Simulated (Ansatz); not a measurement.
**Geometry relaxation of MgO (part 2 of 3)**

Continued. System: MgO (interface cell, 24 atoms in the cell). Method: DFT PBEsol, scalar-relativistic, plane waves, PAW, no spin polarisation (Ansatz 0.2.0); cutoff 420 eV, 12×12×1 k-mesh, Gaussian smearing of 0.05 eV. The structure derives from an entry of the Crystallography Open Database. It belongs to a series of runs on one base structure; here: symmetric tilt boundary Sigma 3 (1 1 1), mirror on a plane, shift [0, 0].

Geometry of the input (Å; fractional positions):
```
2.9799  0.0000  0.0000
-1.4900  2.5807  0.0000
0.0000  0.0000  29.1972
Mg 0.0000  0.0000  0.0000
O  0.0000  0.0000  0.1250
Mg 0.3333  0.6667  0.0833
O  0.6667  0.3333  0.0417
Mg 0.6667  0.3333  0.1667
O  0.3333  0.6667  0.2083
Mg 1.0000  1.0000  0.2500
O  1.0000  0.0000  0.3750
Mg 0.3333  0.6667  0.3333
O  0.6667  0.3333  0.2917
Mg 0.6667  0.3333  0.4167
O  0.3333  0.6667  0.4583
O  0.0000  0.0000  0.8750
Mg 0.3333  0.6667  0.9167
O  0.6667  0.3333  0.9583
Mg 0.6667  0.3333  0.8333
O  0.3333  0.6667  0.7917
Mg 1.0000  1.0000  0.7500
O  1.0000  0.0000  0.6250
Mg 0.3333  0.6667  0.6667
O  0.6667  0.3333  0.7083
Mg 0.6667  0.3333  0.5833
O  0.3333  0.6667  0.5417
Mg 1.0000  1.0000  0.5000
```

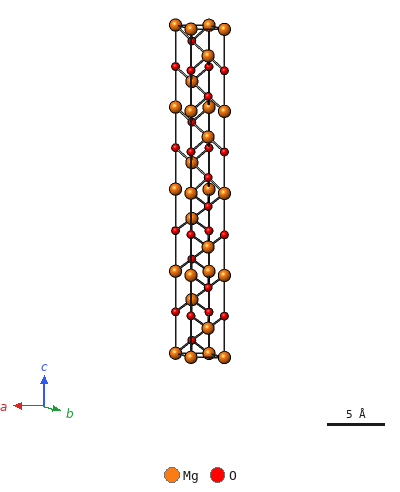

**Figure 1.** The geometry at step 7 of the log (ball-and-stick view of the cell of the calculation, seen at an oblique angle).

### What the program printed, continued
```
SCF iter   1: F=—  HF=-29709.493058 eV  |F-HF|=—  |Δ(HF+E_count)|=         —  Δρ=2.05e-5  dr2=3.91e-8  ethr=2.13e-8  ⟨swp⟩=3.9  Hψ=15947  notcnv=0  defer=1
preconditioner: auto → Resta (q_TF=auto, 2.653 Å⁻¹)  ε∞=3.4  [insulator: Δε(μ)=4.118 eV  Ē_g=15.595 eV  σ=0.050 eV  W_gap=1.00  n_scr=78 (ndim 8)  ℏωp=24.2 eV  f_vac=0.000  D(μ)=0.00/eV (n_scr^D=0)  ε∞_Penn≈3.4]
SCF iter   2: F=—  HF=-29709.492918 eV  |F-HF|=—  |Δ(HF+E_count)|=   1.40e-4  Δρ=1.03e-5  dr2=8.90e-9  ethr=2.04e-11  ⟨swp⟩=2.9  Hψ=4222  notcnv=0  defer=1
iter 3 did not close the SCF: its close was put off for the readings that it lacked (scf_convergence_deferred on its scf_iter line)
SCF iter   3: F=-29709.492918 eV  HF=-29709.492918 eV  |F-HF|=2.04e-8  |Δ(HF+E_count)|=   4.95e-7  Δρ=2.09e-6  dr2=5.05e-10  ethr=4.64e-12  ⟨swp⟩=2.5  Hψ=2976  notcnv=0  defer=1
iter 4 did not close the SCF: its close was put off for the readings that it lacked (scf_convergence_deferred on its scf_iter line)
SCF iter   4: F=-29709.492918 eV  HF=-29709.492918 eV  |F-HF|=2.55e-11  |Δ(HF+E_count)|=   2.05e-8  Δρ=1.42e-7  dr2=5.48e-11  ethr=1.00e-12  ⟨swp⟩=1.0  Hψ=2261  notcnv=0  defer=1
iter 5 did not close the SCF: its close was put off for the readings that it lacked (scf_convergence_deferred on its scf_iter line)
SCF iter   5: F=-29709.492918 eV  HF=-29709.492918 eV  |F-HF|=7.28e-12  |Δ(HF+E_count)|=  3.64e-12  Δρ=4.47e-8  dr2=1.37e-11  ethr=1.00e-12  ⟨swp⟩=1.0  Hψ=2261  notcnv=0  defer=1
iter 6 did not close the SCF: its close was put off for the readings that it lacked (scf_convergence_deferred on its scf_iter line)
SCF iter   6: F=-29709.492918 eV  HF=-29709.492918 eV  |F-HF|=3.64e-12  |Δ(HF+E_count)|=  3.64e-12  Δρ=2.64e-8  dr2=8.65e-13  ethr=1.00e-12  ⟨swp⟩=1.0  Hψ=2261  notcnv=0  defer=1
SCF iter   7: F=-29709.492918 eV  HF=-29709.492918 eV  |F-HF|=0.00e0  |Δ(HF+E_count)|=  3.64e-12  Δρ=1.06e-8  dr2=1.40e-13  ethr=1.00e-12  ⟨swp⟩=4.8  Hψ=8730  notcnv=0
SCF 7 converged in 7 iterations: F = -29709.492918 eV  dr2 = 1.40e-13
relax step   7: F+E_penalty+E_count = -29709.49291828 eV  Δ(F+E_penalty+E_count) = -6.461e-4 eV  max|allowed force component| = 1.554e-4 eV/Å  Δτ_max = 0.0000 Å  P = -0.708 GPa  Ω = 226.878 Å³  fix = [a, b, alpha, beta, gamma]  reactions: a -1.068, b -1.068 GPa  stress off target by 1.20e-2 GPa on what of the cell is left free  SCF on the basis re-selected at this cell (its energy is not comparable with the rows above)  (7 SCF iters)
```

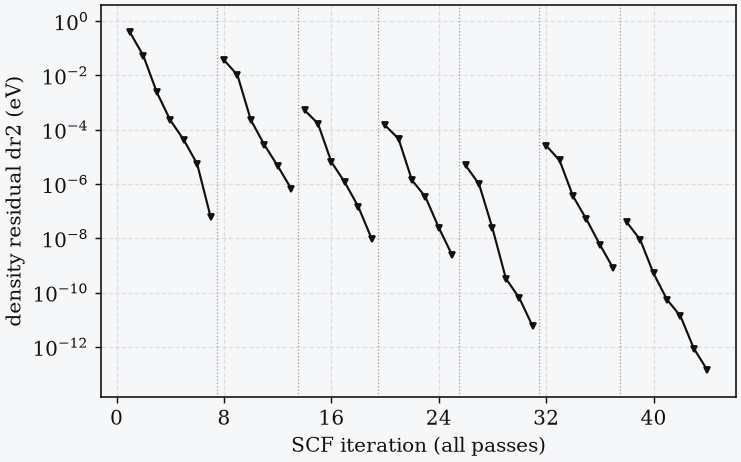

**Figure 2.** Convergence of the self-consistent field: density residual dr2 against the SCF iteration. The dotted lines part the SCF passes of the relaxation: geometry steps, rejected trials and re-solves on a re-selected basis. The 7 passes take 6 to 7 iterations each, 44 in all.

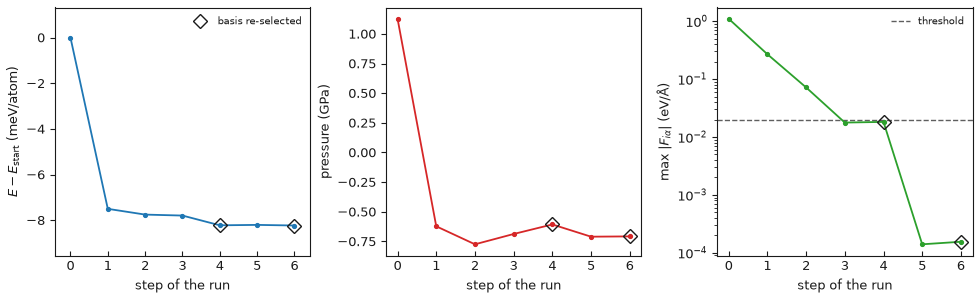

**Figure 3.** Progress of the relaxation, step by step (the first geometry is step 0 here and step 1 in the log).

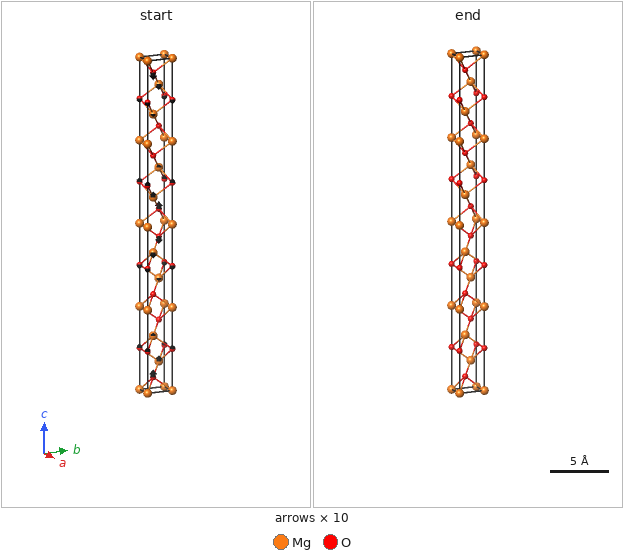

**Figure 4.** Before (left) and after (right) the relaxation, at one scale (ball-and-stick view of the cell of the calculation, seen slightly off an axis). The black arrows give the displacements (without the part carried along by the change of the cell), magnified 10 times. The energy falls by 8.2 meV per atom in 4 geometry steps. The largest force component goes from 1.1 to 0.00015 eV/Å. Pressure: 1.13 GPa at the start and −0.71 GPa at the end. The basis was re-selected once at an unchanged geometry, which shifts the energy a little without any move. The largest moves relative to the cell, 0.068 Å, are those of O4, O12, O15 and O23. Largest moves by element: O 0.068 Å, Mg 0.051 Å. The volume changes by +1.0 %, with a = b stay at 2.980 Å, c 29.197 → 29.502 Å (+1.0 %). Distances before and after: Mg1–O15 2.107 → 2.155 Å. Among the angles that change: O4–Mg1–O15 70.5° → 74.0°, O4–Mg1–O4 90.0° → 87.5°, Mg1–O4–Mg1 90.0° → 87.5°. The energy change given includes the shifts at the re-selections in mid-walk, which come without any move. A last SCF at the same geometry on a re-selected plane-wave basis shifts the energy by next to nothing (0.0 meV per atom). (Atoms are counted from 1 in the order of the input.)

```
basis re-selected at this cell: Δ(F+E_penalty+E_count) = -6.461e-4 eV, ΔP = +0.002 GPa vs the last step (what re-selecting the basis moved, of the pressure what is left beyond the Pulay correction that the steps carried, after the strain that the cell walked since its last selection, with what the two solves' SCF thresholds leave and, on support functions, any second-order correction that the steps lacked; it is no measure of the basis error at this ecutwfc). This SCF's stress stands 1.20e-2 GPa from its target on what of the cell is left free (relax.cell.stress_tol is 1.00e-1 GPa) and its largest allowed force component is 1.55e-4 eV/Å (relax.f_tol is 2.00e-2 eV/Å): within both
SCF converged after 7 iterations
Free energy (F): -29709.492918 eV
Harris-Foulkes:  -29709.492918 eV  (|F-HF|=0.00e0)
Internal energy: -29709.492918 eV  (E = F + TS)
E sigma→0 (E₀):  -29709.492918 eV
Fermi energy:    10.030902 eV
--- Per-component energies (eV) ---
  E_band       = -3531.322998
  E_kinetic    = 3056.907172
  E_local      = -19352.786134  (includes V_loc(G=0)·N_el)
  E_nonlocal   = 1724.974966
  E_hartree    = 6690.513869
  E_xc         = -1245.883941
  E_vxc        = -1605.286702  (∫ρ·V_xc dr)
  E_paw        = -5197.323030  (= ΣΔE_a)
  E_vpaw       = -736.190085  (= ΣTr[D̂ρ^β])
  E_aug_tail   = 0.030033  (compensation charges beyond the density's cutoff)
  E_ewald      = -15387.055655
  E_core_change = 1.129802  (= ΣΔE_core)
  E_smearing   = -0.000000  (= −TS)
  E_closure    = -0.000000  (closes the sum)
  Σ components = -29709.492918   (vs F -29709.492918, Δ=0.00e0)
--- Forces (eV/Å), atoms counted from 1 ---
  atom   1  Mg    -0.00000000     0.00000000    -0.00000000
  atom   2  O      0.00000000     0.00000000    -0.00002687
  atom   3  Mg     0.00000000     0.00000000     0.00013475
  atom   4  O      0.00000000    -0.00000000    -0.00015545
  atom   5  Mg    -0.00000000     0.00000000     0.00012943
  atom   6  O      0.00000000    -0.00000000    -0.00012380
  atom   7  Mg     0.00000000     0.00000000    -0.00000000
  atom   8  O     -0.00000000    -0.00000000     0.00002687
  atom   9  Mg     0.00000000    -0.00000000    -0.00012943
  atom  10  O     -0.00000000     0.00000000     0.00012380
  atom  11  Mg    -0.00000000     0.00000000    -0.00013475
  atom  12  O     -0.00000000     0.00000000     0.00015545
  atom  13  O      0.00000000     0.00000000     0.00002687
  atom  14  Mg    -0.00000000     0.00000000    -0.00013475
  atom  15  O     -0.00000000    -0.00000000     0.00015545
  atom  16  Mg    -0.00000000     0.00000000    -0.00012943
  atom  17  O      0.00000000    -0.00000000     0.00012380
  atom  18  Mg    -0.00000000    -0.00000000     0.00000000
  atom  19  O      0.00000000    -0.00000000    -0.00002687
  atom  20  Mg     0.00000000    -0.00000000     0.00012943
  atom  21  O     -0.00000000     0.00000000    -0.00012380
  atom  22  Mg     0.00000000     0.00000000     0.00013475
  atom  23  O     -0.00000000     0.00000000    -0.00015545
  atom  24  Mg     0.00000000     0.00000000     0.00000000
  max |Σ_I F_I| component: 3.60e-17 eV/Å
--- Stress (GPa, compression-positive) ---
       -1.067758      -0.000000       0.000000
       -0.000000      -1.067758      -0.000000
        0.000000      -0.000000       0.012026
  P = ⅓ Tr σ = -0.7078 GPa (-7.078 kbar)
--- Band table (eV; the first three rows and the last of 19) ---
  k-point 0: bands = ["-64.5782", "-64.5782", "-63.9257", "-63.9257", "-63.9257", "-63.9257", "-63.9105", "-63.9105", "-63.9071", "-63.9071", "-63.9042", "-63.9042", "-31.5151", "-31.5151", "-31.5151", "-31.5151", "-31.5063", "-31.5063", "-30.9142", "-30.9138", "-30.9047", "-30.9039", "-30.8831", "-30.8825", "-30.8564", "-30.8561", "-30.8489", "-30.8489", "-30.8489", "-30.8489", "-30.8489", "-30.8489", "-30.8489", "-30.8489", "-30.8349", "-30.8348", "-30.8340", "-30.8340", "-30.8340", "-30.8340", "-30.8307", "-30.8307", "-30.8307", "-30.8307", "-30.8278", "-30.8278", "-30.8278", "-30.8278", "-9.2554", "-9.1893", "-9.1667", "-8.9633", "-8.9574", "-8.6499", "-8.6378", "-8.3129", "-8.2844", "-8.0413", "-8.0031", "-7.9146", "3.1873", "3.3692", "3.5398", "4.1090", "4.2560", "5.1544", "5.2916", "6.3467", "6.4645", "7.2808", "7.2808", "7.3148", "7.3148", "7.3286", "7.3286", "7.4327", "7.4327", "7.4365", "7.4365", "7.4382", "7.5192", "7.5909", "7.5909", "7.5968", "7.5968", "7.7529", "7.7529", "7.7675", "7.7675", "7.8782", "7.8782", "7.8978", "7.8978", "7.9363", "7.9363", "7.9722", "12.0896", "12.2843", "12.9995", "13.4747", "13.9171", "14.5018", "14.8404", "15.2688", "15.4825", "15.6178", "15.8022", "15.8090", "19.0694", "19.1056", "20.2466", "20.2996", "20.3090", "20.3408", "20.8327", "20.8980", "21.7124", "22.0715", "22.8778", "23.2093"]
  k-point 1: bands = ["-64.5778", "-64.5778", "-63.9253", "-63.9253", "-63.9253", "-63.9253", "-63.9100", "-63.9100", "-63.9068", "-63.9068", "-63.9039", "-63.9039", "-31.5192", "-31.5192", "-31.5160", "-31.5160", "-31.5054", "-31.5054", "-30.9123", "-30.9119", "-30.9034", "-30.9027", "-30.8828", "-30.8822", "-30.8586", "-30.8582", "-30.8535", "-30.8535", "-30.8518", "-30.8517", "-30.8500", "-30.8500", "-30.8500", "-30.8500", "-30.8383", "-30.8383", "-30.8366", "-30.8366", "-30.8354", "-30.8354", "-30.8327", "-30.8327", "-30.8316", "-30.8316", "-30.8314", "-30.8314", "-30.8283", "-30.8283", "-9.1881", "-9.1254", "-9.0996", "-8.9049", "-8.8959", "-8.5972", "-8.5887", "-8.2709", "-8.2464", "-8.0090", "-7.9749", "-7.8884", "3.2823", "3.4505", "3.6263", "4.1540", "4.3074", "5.1314", "5.2820", "6.2017", "6.3490", "6.9411", "7.0306", "7.0618", "7.1105", "7.1367", "7.2286", "7.2631", "7.2649", "7.2709", "7.2762", "7.3817", "7.3848", "7.3858", "7.3867", "7.5401", "7.5470", "7.5641", "7.5701", "7.6482", "7.7035", "7.7083", "7.7191", "7.8201", "7.8297", "7.8504", "7.8888", "7.9678", "12.4996", "12.6421", "13.3653", "13.7670", "14.2210", "14.7643", "15.1276", "15.5599", "15.7897", "15.9430", "16.1290", "16.1329", "18.8905", "18.9295", "20.0809", "20.1730", "20.2057", "20.2106", "20.6526", "20.6549", "21.4568", "21.7361", "22.6252", "22.7352"]
  k-point 2: bands = ["-64.5768", "-64.5768", "-63.9242", "-63.9242", "-63.9242", "-63.9242", "-63.9086", "-63.9086", "-63.9057", "-63.9057", "-63.9031", "-63.9031", "-31.5306", "-31.5306", "-31.5186", "-31.5186", "-31.5031", "-31.5031", "-30.9068", "-30.9065", "-30.9000", "-30.8995", "-30.8828", "-30.8824", "-30.8685", "-30.8682", "-30.8655", "-30.8654", "-30.8577", "-30.8577", "-30.8530", "-30.8529", "-30.8529", "-30.8529", "-30.8482", "-30.8482", "-30.8458", "-30.8458", "-30.8402", "-30.8401", "-30.8389", "-30.8389", "-30.8341", "-30.8341", "-30.8340", "-30.8340", "-30.8300", "-30.8300", "-8.9976", "-8.9448", "-8.9090", "-8.7402", "-8.7219", "-8.4514", "-8.4492", "-8.1539", "-8.1417", "-7.9200", "-7.8984", "-7.8175", "3.5546", "3.6777", "3.8697", "4.2589", "4.4293", "4.9966", "5.1832", "5.6771", "5.9021", "6.1036", "6.3542", "6.3665", "6.4463", "6.4473", "6.6437", "6.6584", "6.7991", "6.8899", "7.0401", "7.0909", "7.1266", "7.1383", "7.2467", "7.2481", "7.2575", "7.3794", "7.4053", "7.4147", "7.5711", "7.5898", "7.5984", "7.6998", "7.7235", "7.7615", "7.7672", "7.8903", "13.3575", "13.4194", "14.2015", "14.4464", "14.9368", "15.3514", "15.8089", "16.2239", "16.5270", "16.7275", "16.9106", "16.9456", "18.4534", "18.4998", "19.5994", "19.6244", "19.9513", "19.9523", "20.0704", "20.1871", "20.7704", "20.8523", "21.6910", "21.7315"]
  k-point 18: bands = ["-64.5718", "-64.5718", "-63.9188", "-63.9188", "-63.9188", "-63.9188", "-63.9009", "-63.9009", "-63.9008", "-63.9008", "-63.9008", "-63.9008", "-31.5604", "-31.5604", "-31.5549", "-31.5549", "-31.4923", "-31.4923", "-30.8982", "-30.8981", "-30.8981", "-30.8980", "-30.8980", "-30.8979", "-30.8970", "-30.8968", "-30.8906", "-30.8906", "-30.8905", "-30.8905", "-30.8818", "-30.8817", "-30.8788", "-30.8788", "-30.8787", "-30.8787", "-30.8730", "-30.8730", "-30.8625", "-30.8625", "-30.8624", "-30.8624", "-30.8478", "-30.8478", "-30.8477", "-30.8477", "-30.8465", "-30.8465", "-7.9358", "-7.9358", "-7.6824", "-7.6824", "-7.6824", "-7.6823", "-7.6815", "-7.6815", "-7.6815", "-7.6815", "-7.5109", "-7.5109", "4.3060", "4.3060", "4.3229", "4.4291", "4.4291", "4.4313", "4.4361", "4.4369", "4.4369", "4.6834", "4.6974", "4.6974", "4.8173", "4.8414", "4.8414", "5.1243", "5.1919", "5.1919", "5.2025", "5.2025", "5.2101", "5.4006", "5.5661", "5.5661", "5.9243", "5.9243", "6.6661", "6.7884", "6.8165", "6.8167", "6.8167", "6.8195", "6.8195", "6.9161", "7.5050", "7.5050", "15.4471", "15.4471", "18.1205", "18.2197", "18.2197", "18.2275", "18.2275", "18.2472", "18.2515", "18.3923", "18.6119", "18.6119", "19.1984", "19.1984", "19.3567", "19.3575", "19.8463", "19.8682", "19.8682", "19.8715", "19.8715", "19.8874", "19.9917", "20.0194"]
--- Relaxed structure (5 steps of the walk, 5 accepted, 2 SCFs on fresh bases) ---
  F+E_penalty+E_count = -29709.49291828 eV   max|allowed force component| = 1.554e-4 eV/Å   (the final SCF, on the basis selected at the relaxed cell)
  cell:  # Å, volume = 226.8777 Å³
    - [2.9799310779068446, -2.886747798490303e-11, 0.0]
    - [-1.4899655389284223, 2.580696015008506, 0.0]
    - [0.0, 0.0, 29.501819942732904]
  atoms:
    - { symbol: Mg, position: [-4.870099491700014e-31, -3.436933346245171e-31, -9.28342954643081e-21] }
    - { symbol: O, position: [3.368735024730403e-31, -6.343293415826159e-32, 0.1263051074366819] }
    - { symbol: Mg, position: [0.3333333333333333, 0.6666666666666667, 0.0850737679558175] }
    - { symbol: O, position: [0.6666666666666667, 0.33333333333333337, 0.04396317575835818] }
    - { symbol: Mg, position: [0.6666666666666667, 0.33333333333333337, 0.1675322378898992] }
    - { symbol: O, position: [0.3333333333333333, 0.6666666666666667, 0.20876686616673332] }
    - { symbol: Mg, position: [1.0, 1.0, 0.25] }
    - { symbol: O, position: [0.9999999999999999, -1.6155871338926322e-27, 0.37369489256331806] }
    - { symbol: Mg, position: [0.3333333333333333, 0.6666666666666667, 0.3324677621101007] }
    - { symbol: O, position: [0.6666666666666667, 0.33333333333333337, 0.2912331338332666] }
    - { symbol: Mg, position: [0.6666666666666667, 0.33333333333333337, 0.41492623204418255] }
    - { symbol: O, position: [0.3333333333333333, 0.6666666666666667, 0.4560368242416417] }
    - { symbol: O, position: [8.486064490281081e-32, -3.8009554941976566e-32, 0.873694892563318] }
    - { symbol: Mg, position: [0.3333333333333333, 0.6666666666666667, 0.9149262320441822] }
    - { symbol: O, position: [0.6666666666666667, 0.33333333333333337, 0.9560368242416417] }
    - { symbol: Mg, position: [0.6666666666666667, 0.33333333333333337, 0.8324677621101007] }
    - { symbol: O, position: [0.3333333333333333, 0.6666666666666667, 0.7912331338332664] }
    - { symbol: Mg, position: [1.0, 1.0, 0.7499999999999999] }
    - { symbol: O, position: [0.9999999999999999, -1.6155871338926322e-27, 0.626305107436682] }
    - { symbol: Mg, position: [0.3333333333333333, 0.6666666666666667, 0.6675322378898991] }
    - { symbol: O, position: [0.6666666666666667, 0.33333333333333337, 0.7087668661667333] }
    - { symbol: Mg, position: [0.6666666666666667, 0.33333333333333337, 0.5850737679558176] }
    - { symbol: O, position: [0.3333333333333333, 0.6666666666666667, 0.5439631757583581] }
    - { symbol: Mg, position: [1.0, 1.0, 0.5] }
--- Löwdin populations: 24 sites ---
  site symbol       q [e]
     0     Mg      8.4900
     1      O      7.3752
     2     Mg      8.4742
     3      O      7.3607
     4     Mg      8.4735
     5      O      7.3750
     6     Mg      8.4735
     7      O      7.3752
     8     Mg      8.4735
     9      O      7.3750
    10     Mg      8.4742
    11      O      7.3607
    12      O      7.3752
    13     Mg      8.4742
    14      O      7.3607
    15     Mg      8.4735
    16      O      7.3750
    17     Mg      8.4735
    18      O      7.3752
    19     Mg      8.4735
    20      O      7.3750
    21     Mg      8.4742
    22      O      7.3607
    23     Mg      8.4900
  spilling = 0.009577 (of n_electrons = 192.000000)
```
